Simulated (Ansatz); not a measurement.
**CdO$_{2}$: density, localisation and related maps**

```
Cd O
1.0
     3.47623    0.00000    0.00000
    -1.73811    3.01050    0.00000
     0.00000    0.00000    4.14808
Cd O
1 2
Cartesian
  0.0000 0.0000 0.0000
  0.0000 2.0070 1.0130
  1.7381 1.0035 3.1350
```

Space group P-3m1; a structure from a database of computed crystals, not necessarily the ambient phase; computed pressure about −11 GPa in this cell.

These are results of Kohn-Sham DFT of a periodic cell, r2SCANh, Ansatz PAW (Ansatz 0.2.0), not measurements.

In a PAW calculation such maps are meaningful between the atoms, not at the nuclei.

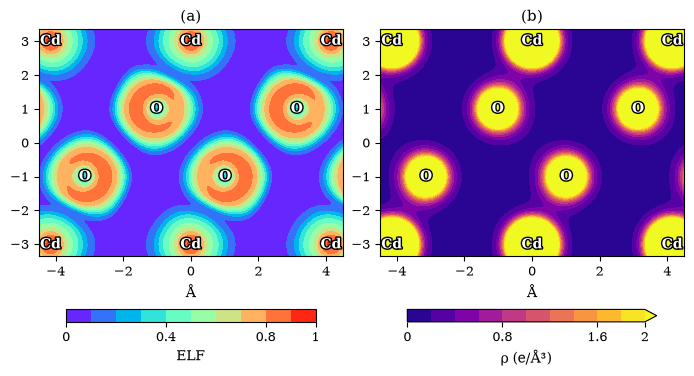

Figure 1. (a) ELF; (b) valence charge density (pseudo) on the (110) plane of the conventional cell.

### Describe what can be read from this map.

Atoms in the plane: Cd and O. Cd–O (2.25 Å): ρ is about 0.45 e/Å³ halfway; the ELF peaks at about 0.80 in the valence shell of O, 0.6 Å from its nucleus, and drops to about 0.10 between the two atoms: no localised pair shows between them. Between the atoms the lowest density in this plane is 0.02 e/Å³. The ELF also peaks beside O, away from the bonds: lone-pair regions. The features right at Cd lie inside the PAW spheres, where the map follows smoothed inner orbitals and isn't to be read closely.

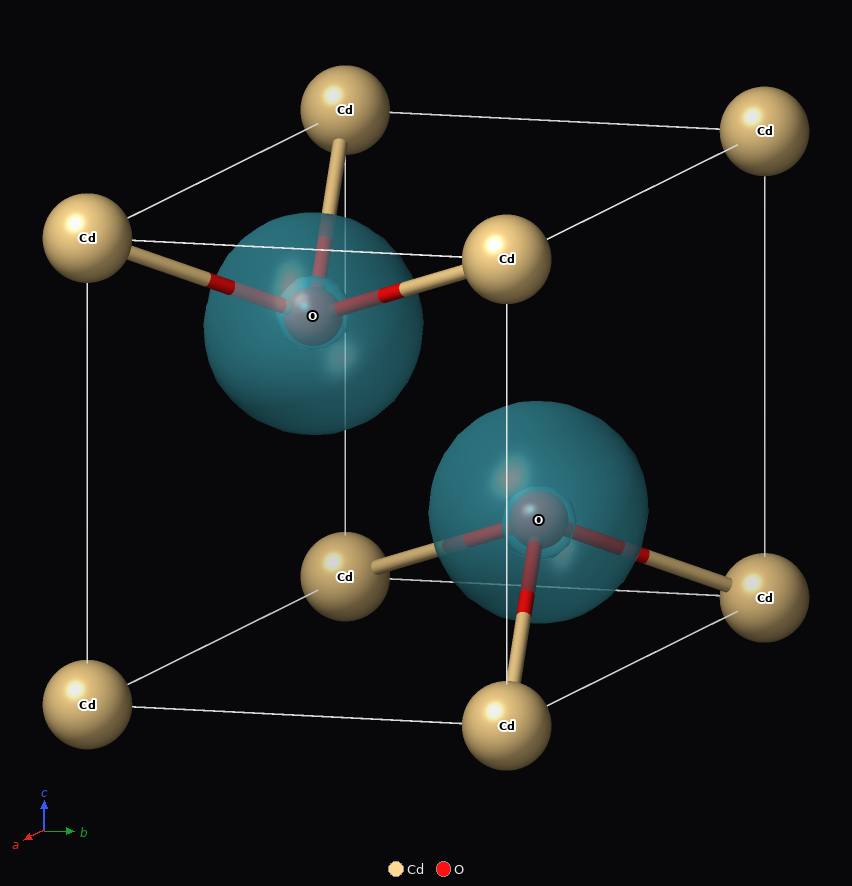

Figure 2. Isosurface of the electron localisation function at 0.65 (cyan), seen at an oblique angle. Only the valence region is drawn (cores and ρ < 0.01 e/Å³ removed). Sticks mark near contacts.

### What do the ELF domains correspond to?

The surface consists of two regions wrapped around O (the valence shell of each), counted in one cell of 3 atoms. Any copies at cell faces, edges or corners count once.

### Does the calculation make it a metal, or give it a gap?

It is metallic or semimetallic at this level of theory: no gap opens.
